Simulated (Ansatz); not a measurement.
## Field-gradient calculation, with input and output: SiO₂ (part 2 of 2)

The same run, continued: SiO₂ (Pccn, 24 atoms in the cell); DFT, PBE, plane-wave PAW, default files, scalar-relativistic, no spin polarisation (Ansatz 0.2.0); cutoff 420 eV, 5×3×3 k-mesh, Fermi–Dirac smearing of 0.02 eV. The structure derives from a Materials Project entry.

Geometry of the input (Å; fractional positions):
```
4.7116  0.0000  0.0000
0.0000  8.0926  0.0000
0.0000  0.0000  8.5306
Si 0.1440  0.0630  0.1591
Si 0.1440  0.4370  0.6591
Si 0.6440  0.5630  0.8409
Si 0.3560  0.4370  0.1591
Si 0.8560  0.5630  0.3409
Si 0.8560  0.9370  0.8409
Si 0.6440  0.9370  0.3409
Si 0.3560  0.0630  0.6591
O  0.5883  0.0542  0.7990
O  0.5883  0.4458  0.2990
O  0.4117  0.5542  0.7010
O  0.2500  0.2500  0.6393
O  0.0883  0.5542  0.2010
O  0.4117  0.9458  0.2010
O  0.9117  0.0542  0.2990
O  0.0000  0.5000  0.5000
O  0.7500  0.7500  0.3607
O  0.7500  0.7500  0.8607
O  0.9117  0.4458  0.7990
O  0.5000  0.5000  0.0000
O  0.2500  0.2500  0.1393
O  0.0883  0.9458  0.7010
O  0.0000  0.0000  0.0000
O  0.5000  0.0000  0.5000
```

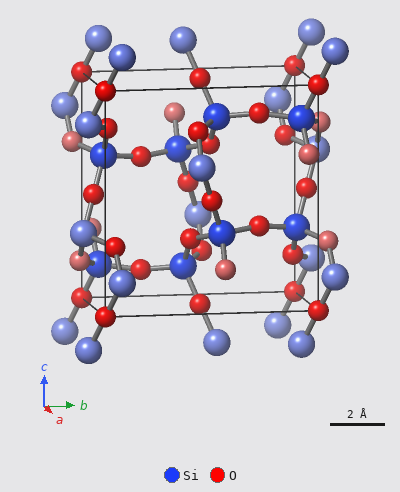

The structure (ball-and-stick view of the cell of the calculation, seen slightly off an axis; neighbours outside the cell are drawn fainter).

Output, continued:
```
  k-point 1: bands = ["-17.4678", "-17.2558", "-17.0226", "-16.7852", "-16.4232", "-16.1991", "-15.8680", "-15.5398", "-15.5207", "-15.4958", "-15.4361", "-15.4100", "-15.3691", "-15.3652", "-15.3630", "-15.3567", "-7.4802", "-6.9293", "-6.2159", "-5.6492", "-5.3774", "-4.8372", "-4.2385", "-3.8164", "-3.7937", "-3.7033", "-3.3767", "-3.3391", "-3.3304", "-3.3116", "-3.2609", "-3.1921", "-1.2247", "-1.1981", "-0.9983", "-0.8779", "-0.8547", "-0.8406", "-0.6164", "-0.4757", "-0.4264", "-0.3922", "-0.3499", "-0.3126", "-0.2637", "-0.1121", "0.0810", "0.1525", "0.1683", "0.3561", "0.3967", "0.4683", "0.5863", "0.7350", "0.7790", "0.8884", "1.0626", "1.1030", "1.1757", "1.2274", "1.5370", "1.6254", "1.9221", "1.9481", "8.0942", "9.0850", "10.2689", "10.5763", "10.7337", "10.8820", "10.9701", "11.1132", "11.3502", "11.3831", "11.4944", "11.7278", "11.9551", "12.1662", "12.2917", "12.5638", "12.7308", "12.9898", "13.1228", "13.3259", "13.3559", "13.6970", "13.9675", "14.0479"]
  k-point 2: bands = ["-17.4649", "-17.2568", "-17.0086", "-16.8300", "-16.3594", "-16.1945", "-15.9216", "-15.6068", "-15.5089", "-15.4673", "-15.4067", "-15.4049", "-15.3675", "-15.3633", "-15.3606", "-15.3557", "-7.4383", "-6.8344", "-6.3106", "-6.0771", "-4.8893", "-4.7823", "-4.3354", "-3.9928", "-3.6627", "-3.6235", "-3.5196", "-3.4791", "-3.2617", "-3.2462", "-3.2255", "-3.1352", "-1.1321", "-1.0487", "-1.0004", "-0.9143", "-0.8180", "-0.7774", "-0.7316", "-0.6502", "-0.5386", "-0.5264", "-0.4942", "-0.2567", "-0.1047", "-0.0544", "0.0495", "0.0744", "0.2177", "0.2839", "0.2942", "0.3070", "0.5708", "0.7063", "0.9923", "0.9972", "1.1382", "1.1905", "1.3484", "1.4326", "1.5225", "1.6298", "1.7634", "1.7866", "8.1335", "9.1770", "10.2055", "10.4985", "10.6734", "10.9222", "11.0013", "11.0097", "11.0451", "11.1307", "11.7132", "11.7181", "11.8212", "11.9451", "12.1501", "12.4444", "13.2133", "13.4176", "13.4943", "13.4975", "13.5498", "13.8435", "13.8845", "14.1410"]
  k-point 11: bands = ["-17.1022", "-17.0228", "-16.8641", "-16.6477", "-16.5621", "-16.3164", "-16.0835", "-15.9961", "-15.5282", "-15.5150", "-15.4622", "-15.4482", "-15.4304", "-15.4214", "-15.3971", "-15.3941", "-6.8779", "-6.7329", "-6.1806", "-5.7011", "-5.5003", "-5.0853", "-4.2979", "-4.0657", "-3.8125", "-3.7067", "-3.4086", "-3.3446", "-3.1650", "-3.1075", "-3.0632", "-3.0258", "-1.3555", "-1.2958", "-1.2803", "-1.2355", "-1.1174", "-1.0191", "-0.6703", "-0.6662", "-0.4674", "-0.3717", "-0.3485", "-0.2916", "-0.0274", "0.0741", "0.1123", "0.1832", "0.2871", "0.3243", "0.4686", "0.5917", "0.7457", "0.8071", "1.0637", "1.1036", "1.1227", "1.2148", "1.2889", "1.3895", "1.4698", "1.5326", "1.5880", "1.6056", "9.7843", "10.3437", "10.3946", "10.8043", "10.9760", "11.1898", "11.2557", "11.3231", "11.5170", "11.5452", "11.7316", "11.8047", "11.9396", "12.0104", "12.1182", "12.1599", "12.4420", "12.6608", "12.7691", "12.9412", "13.0594", "13.1490", "13.3990", "13.5795"]
--- Löwdin populations: 24 sites ---
  site symbol       q [e]
     0     Si      2.1948
     1     Si      2.1948
     2     Si      2.1948
     3     Si      2.1948
     4     Si      2.1948
     5     Si      2.1948
     6     Si      2.1948
     7     Si      2.1948
     8      O      6.7926
     9      O      6.7926
    10      O      6.7926
    11      O      6.7960
    12      O      6.7926
    13      O      6.7926
    14      O      6.7926
    15      O      6.7959
    16      O      6.7960
    17      O      6.7960
    18      O      6.7926
    19      O      6.7959
    20      O      6.7960
    21      O      6.7926
    22      O      6.7959
    23      O      6.7959
  spilling = 0.013536 (of n_electrons = 128.000000)
```

File populations.tsv:
```
# site	symbol	l	j	q
# orbitals = lowdin
# n_electrons = 128.000000
# spilling = 0.013536
0	Si	0_3S	-	0.681928
0	Si	1_3P	-	1.512886
1	Si	0_3S	-	0.681928
1	Si	1_3P	-	1.512886
2	Si	0_3S	-	0.681928
2	Si	1_3P	-	1.512886
3	Si	0_3S	-	0.681928
3	Si	1_3P	-	1.512886
4	Si	0_3S	-	0.681928
4	Si	1_3P	-	1.512886
5	Si	0_3S	-	0.681928
5	Si	1_3P	-	1.512886
6	Si	0_3S	-	0.681928
6	Si	1_3P	-	1.512886
7	Si	0_3S	-	0.681928
7	Si	1_3P	-	1.512886
8	O	0_2S	-	1.611654
8	O	1_2P	-	5.180987
9	O	0_2S	-	1.611654
9	O	1_2P	-	5.180987
10	O	0_2S	-	1.611654
10	O	1_2P	-	5.180987
11	O	0_2S	-	1.578450
11	O	1_2P	-	5.217548
12	O	0_2S	-	1.611654
12	O	1_2P	-	5.180987
13	O	0_2S	-	1.611654
13	O	1_2P	-	5.180987
14	O	0_2S	-	1.611654
14	O	1_2P	-	5.180987
15	O	0_2S	-	1.573167
15	O	1_2P	-	5.222764
16	O	0_2S	-	1.578450
16	O	1_2P	-	5.217548
17	O	0_2S	-	1.578450
17	O	1_2P	-	5.217548
18	O	0_2S	-	1.611654
18	O	1_2P	-	5.180987
19	O	0_2S	-	1.573167
19	O	1_2P	-	5.222764
20	O	0_2S	-	1.578450
20	O	1_2P	-	5.217548
21	O	0_2S	-	1.611654
21	O	1_2P	-	5.180987
22	O	0_2S	-	1.573167
22	O	1_2P	-	5.222764
23	O	0_2S	-	1.573167
23	O	1_2P	-	5.222764
```

File v_z.tsv:
```
# z_ang	v_es[eV]	v_tot[eV]
# format = ansatz-planar-average/11
# xc	pbe
# density_cutoff_ev	1680
# datasets	Si=:simpson_from_first_knot:soft	O=:simpson_from_first_knot:soft
# lattice	4.711557290	0.000000000	0.000000000
# lattice	0.000000000	8.092599560	0.000000000
# lattice	0.000000000	0.000000000	8.530610190
# sites	24
# site	14	0.678324835	0.509476484	1.357054331
# site	14	0.678324835	3.536823296	5.622359426
# site	14	3.034103480	4.555776264	7.173555859
# site	14	1.677453810	3.536823296	1.357054331
# site	14	4.033232455	4.555776264	2.908250764
# site	14	4.033232455	7.583123076	7.173555859
# site	14	3.034103480	7.583123076	2.908250764
# site	14	1.677453810	0.509476484	5.622359426
# site	8	2.771849249	0.438933860	6.816030564
# site	8	2.771849249	3.607365920	2.550725469
# site	8	1.939708041	4.485233640	5.979884721
# site	8	1.177889323	2.023149890	5.453903164
# site	8	0.416070604	4.485233640	1.714579626
# site	8	1.939708041	7.653665700	1.714579626
# site	8	4.295486686	0.438933860	2.550725469
# site	8	0.000000000	4.046299780	4.265305095
# site	8	3.533667968	6.069449670	3.076707026
# site	8	3.533667968	6.069449670	7.342012121
# site	8	4.295486686	3.607365920	6.816030564
# site	8	2.355778645	4.046299780	0.000000000
# site	8	1.177889323	2.023149890	1.188598069
# site	8	0.416070604	7.653665700	5.979884721
# site	8	0.000000000	0.000000000	0.000000000
# site	8	2.355778645	0.000000000	4.265305095
0.000000	5.229577e0	-1.848992e0
0.142177	5.338110e0	-1.765942e0
0.284354	5.584827e0	-1.580371e0
0.426531	5.799488e0	-1.433393e0
0.568707	5.654312e0	-1.681453e0
0.710884	4.713679e0	-2.763832e0
0.853061	3.097789e0	-4.723113e0
0.995238	1.408781e0	-6.901065e0
1.137415	-3.289321e-1	-9.183819e0
1.279592	-1.736338e0	-1.112584e1
1.421768	-2.411278e0	-1.222104e1
1.563945	-2.374187e0	-1.248631e1
1.706122	-1.623689e0	-1.186862e1
1.848299	-4.742974e-1	-1.074698e1
1.990476	3.061528e-1	-9.991705e0
2.132653	5.491714e-1	-9.790825e0
2.274829	3.061528e-1	-9.991705e0
2.417006	-4.742974e-1	-1.074698e1
2.559183	-1.623689e0	-1.186862e1
2.701360	-2.374187e0	-1.248631e1
2.843537	-2.411278e0	-1.222104e1
2.985714	-1.736338e0	-1.112584e1
3.127890	-3.289321e-1	-9.183819e0
3.270067	1.408781e0	-6.901065e0
3.412244	3.097789e0	-4.723113e0
3.554421	4.713679e0	-2.763832e0
3.696598	5.654312e0	-1.681453e0
3.838775	5.799488e0	-1.433393e0
3.980951	5.584827e0	-1.580371e0
4.123128	5.338110e0	-1.765942e0
4.265305	5.229577e0	-1.848992e0
4.407482	5.338110e0	-1.765942e0
4.549659	5.584827e0	-1.580371e0
4.691836	5.799488e0	-1.433393e0
4.834012	5.654312e0	-1.681453e0
4.976189	4.713679e0	-2.763832e0
5.118366	3.097789e0	-4.723113e0
5.260543	1.408781e0	-6.901065e0
5.402720	-3.289321e-1	-9.183819e0
5.544897	-1.736338e0	-1.112584e1
5.687073	-2.411278e0	-1.222104e1
5.829250	-2.374187e0	-1.248631e1
5.971427	-1.623689e0	-1.186862e1
6.113604	-4.742974e-1	-1.074698e1
6.255781	3.061528e-1	-9.991705e0
6.397958	5.491714e-1	-9.790825e0
6.540134	3.061528e-1	-9.991705e0
6.682311	-4.742974e-1	-1.074698e1
6.824488	-1.623689e0	-1.186862e1
6.966665	-2.374187e0	-1.248631e1
7.108842	-2.411278e0	-1.222104e1
7.251019	-1.736338e0	-1.112584e1
7.393195	-3.289321e-1	-9.183819e0
7.535372	1.408781e0	-6.901065e0
7.677549	3.097789e0	-4.723113e0
7.819726	4.713679e0	-2.763832e0
7.961903	5.654312e0	-1.681453e0
8.104080	5.799488e0	-1.433393e0
8.246257	5.584827e0	-1.580371e0
8.388433	5.338110e0	-1.765942e0
```

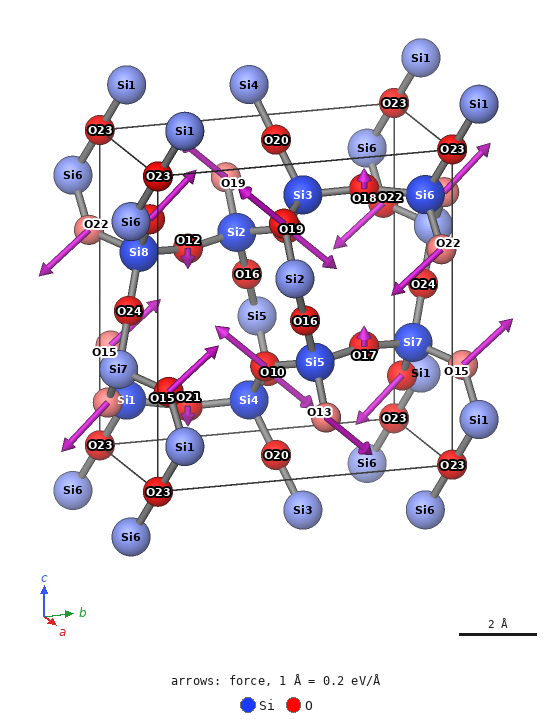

Forces on the atoms as pink arrows (ball-and-stick view of the cell of the calculation, seen slightly off an axis; neighbours outside the cell are drawn fainter; atoms are numbered from 1 in the order of the input). The largest act on O9, O10, O11, O13, O14, O15 and 2 more (0.36 eV/Å); O12, O17, O18, O21 (0.11 eV/Å). The geometry is not a stationary point of this energy.

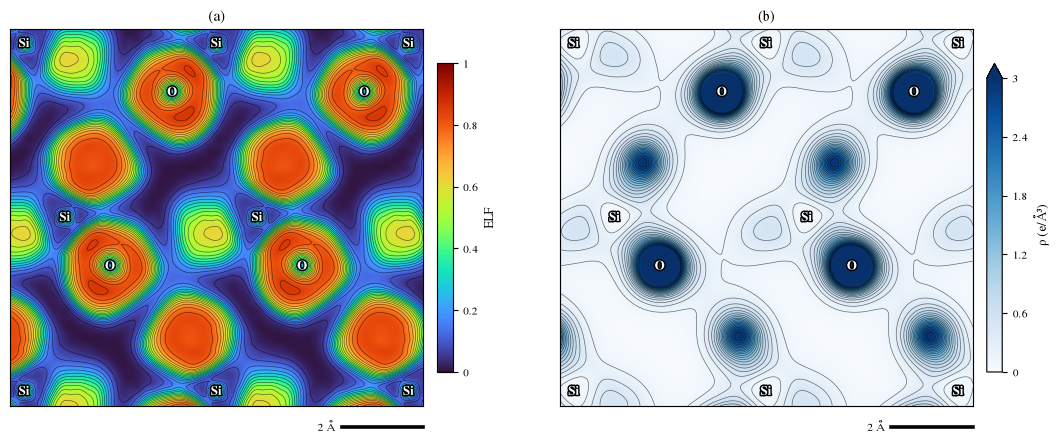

(a) electron localisation function; (b) valence electron density on the (010) plane of the conventional cell. The section cuts through Si and O sites. Away from the nuclei the density in this plane falls to 0.01 e/Å³ at its lowest. In a PAW calculation such maps are meaningful between the atoms, not at the nuclei.

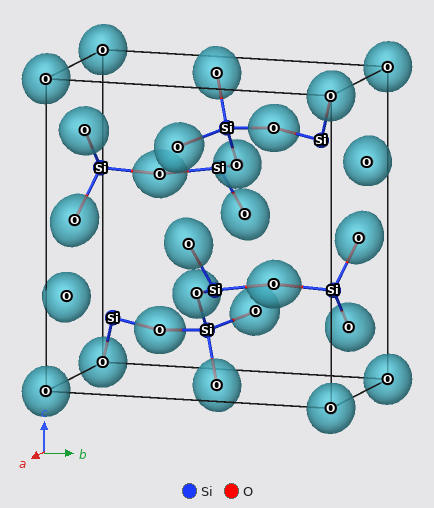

Isosurface of the valence charge density (pseudo) at 1.5 e/Å³ (cyan), seen slightly off an axis. Sticks mark near contacts. The outline is the cell set on symmetry axes. At this value the density breaks into separate islands; it holds about 50 % of the electrons treated as valence. It is pinched off along the Si–O (1.60 Å) contacts. On the grid the lowest density along these lines, outside the cores, is 1.1 e/Å³ (Si–O, 1.60 Å).

Key numbers:

- outcome: converged
- space group (tolerance 0.01 Å): Pccn (56)
- electrons treated: 128
- free energy: −14192.2380 eV
- Fermi energy: 4.832 eV
- gap on the k-point mesh: 5.72 eV
- pressure: 5.03 GPa
- field gradient V_zz (10²¹ V/m²): Si 0.77, Si 0.77, Si 0.77, Si 0.77, Si 0.77, Si 0.77, Si 0.77, Si 0.77 (the first 8 of 24 sites)
- largest force (length of the vector): 0.358 eV/Å
- hardware: 1 thread of Intel Xeon (Granite Rapids), 192 GiB of memory available, shared host
- wall time: 20 s
- peak memory: 0.74 GiB

The cell is under a pressure of 5.0 GPa at this level, so it is not at its equilibrium volume.
